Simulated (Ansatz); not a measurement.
BN: several calculations on one system

## 1. Vibrations

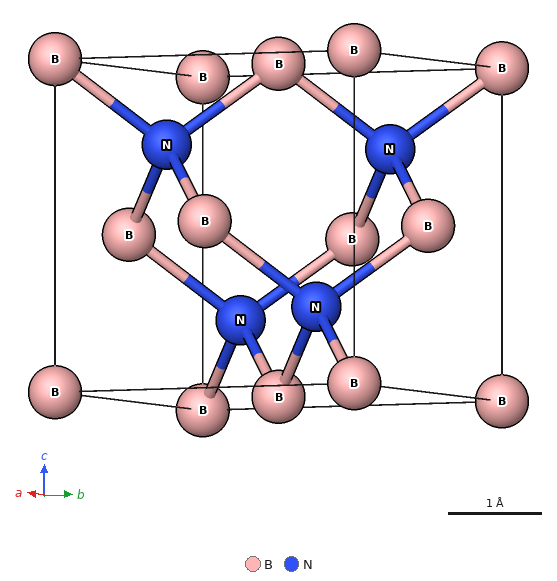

Phonons of a crystal of BN relaxed at 4 GPa, space group F-43m (No. 216), at the zone centre. Style: ball-and-stick. Shown: the conventional cell (4 times the calculation's cell), from a free direction. Lengths and directions refer to the drawn axes.

Level of theory: DFT PBE, scalar-relativistic, plane waves, PAW in Ansatz.

Input
```yaml
crystal:
  lattice:
    - [0.0, 1.805974995, 1.805974995]
    - [1.805974995, 0.0, 1.805974995]
    - [1.805974995, 1.805974995, 0.0]
  atoms:
    - { symbol: B, position: [0.0, 0.0, 0.0] }
    - { symbol: "N", position: [0.75, 0.75, 0.75] }
basis:
  ecutwfc: 420
kpoints:
  mp_grid: { grid: [12, 12, 12] }
hamiltonian:
  xc: pbe
scf:
  occupations: { method: fixed }
output:
  eigenvalues: true
phonons:
  method: dfpt
  dielectric: true
  rigid_motions: translations
  eigenvectors: true
```

Command:
```bash
ansatz run input.yaml --threads 1 --pin off --max-ram 3072MiB --backend cpu --events-out ev --progress --plain --runs-dir out
```

Frequencies are those without the non-analytic (LO–TO) term.

**Which optical modes does it have, at what frequencies, and is it stable there?**

The calculation's cell holds 2 atoms, so there are 3 optical modes, in 1 level. The optical modes span T₂. No level is unstable.

```
level  symmetry  frequency (cm⁻¹)                    activity
    1        T₂              1040  infrared- and Raman-active
```

The modes drawn as arrows (one member of each degenerate set):

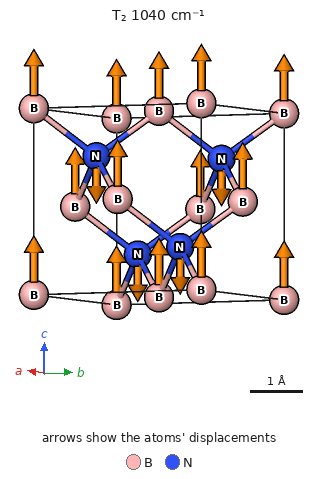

## 2. Softest mode

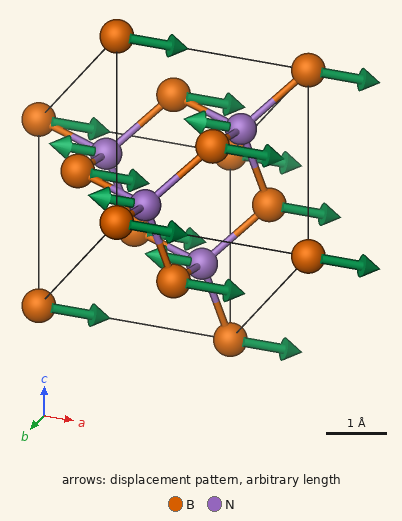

The lowest optical mode of crystalline BN relaxed at 50 GPa, space group F-43m (No. 216), at the zone centre. The green arrows are the displacements of the atoms (eigenvector over the root of the mass), of arbitrary overall length and sign. A ball-and-stick model of the conventional cell (4 times the calculation's cell), seen from a free direction. Lengths and directions refer to the drawn axes.

All numbers below come from Ansatz, DFT PBE, scalar-relativistic, plane waves, PAW.

The input:
```yaml
crystal:
  lattice:
    - [0.0, 1.7470776907, 1.7470776907]
    - [1.7470776907, 0.0, 1.7470776907]
    - [1.7470776907, 1.7470776907, 0.0]
  atoms:
    - { symbol: B, position: [0.0, 0.0, 0.0] }
    - { symbol: "N", position: [0.75, 0.75, 0.75] }
basis:
  ecutwfc: 420
kpoints:
  mp_grid: { grid: [12, 12, 12] }
hamiltonian:
  xc: pbe
scf:
  occupations: { method: fixed }
output:
  eigenvalues: true
phonons:
  method: dfpt
  dielectric: true
  rigid_motions: translations
  eigenvectors: true
```

Run as
```bash
ansatz run input.yaml --threads 1 --pin off --max-ram 3072MiB --backend cpu --events-out ev --progress --plain --runs-dir out
```

Frequencies are those without the non-analytic (LO–TO) term.

Is the structure stable against all modes at this point?

Yes: this softest mode has a real frequency, and so have all others here. That speaks for this wave vector alone: the rest of the zone wasn't checked in this run. This is the T₂ mode (triply degenerate; one member of the set is drawn) at 1173 cm⁻¹, the only optical level, infrared- and Raman-active by symmetry. The B sublattice moves against the N sublattice, along a; the kinetic energy is shared as B 56 %, N 44 %. Its infrared intensity is 39 (D/Å)²/amu for the set. The value is the transverse one; the longitudinal partner lies at 1399 cm⁻¹.

## 3. Softest mode

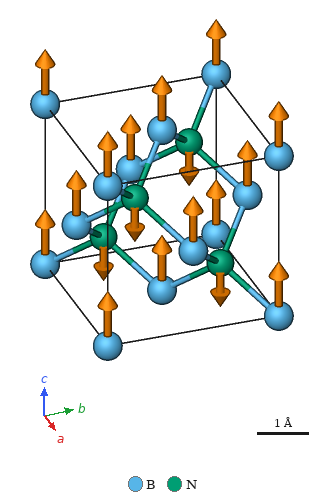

The lowest optical mode of crystalline BN relaxed at 9 GPa, space group F-43m (No. 216), at the zone centre. Displacements are drawn as orange arrows; their common scale and sign are arbitrary. A ball-and-stick model of the conventional cell (4 times the calculation's cell), seen from a free direction. Lengths and directions refer to the drawn axes.

All numbers below come from Ansatz, DFT PBEsol, scalar-relativistic, plane waves, PAW.

Input file:
```yaml
crystal:
  lattice:
    - [0.0, 1.7894366335, 1.7894366335]
    - [1.7894366335, 0.0, 1.7894366335]
    - [1.7894366335, 1.7894366335, 0.0]
  atoms:
    - { symbol: B, position: [0.0, 0.0, 0.0] }
    - { symbol: "N", position: [0.75, 0.75, 0.75] }
basis:
  ecutwfc: 420
kpoints:
  mp_grid: { grid: [12, 12, 12] }
hamiltonian:
  xc: pbesol
scf:
  occupations: { method: fixed }
output:
  eigenvalues: true
phonons:
  method: dfpt
  dielectric: true
  rigid_motions: translations
  eigenvectors: true
```

Launched with:
```bash
ansatz run input.yaml --threads 1 --pin off --max-ram 3072MiB --backend cpu --events-out ev --progress --plain --runs-dir out
```

Frequencies are those without the non-analytic (LO–TO) term.

Q: Is the structure stable against all modes at this point?

A: Yes: this softest mode has a real frequency, and so have all others here. That speaks for this wave vector alone: the rest of the zone wasn't checked in this run. This is the T₂ mode (triply degenerate; one member of the set is drawn) at 1076 cm⁻¹, the only optical level, infrared- and Raman-active by symmetry. The B sublattice moves against the N sublattice, along c; the kinetic energy is shared as B 56 %, N 44 %. Its infrared intensity is 41 (D/Å)²/amu for the set. The value is the transverse one; the longitudinal partner lies at 1305 cm⁻¹.
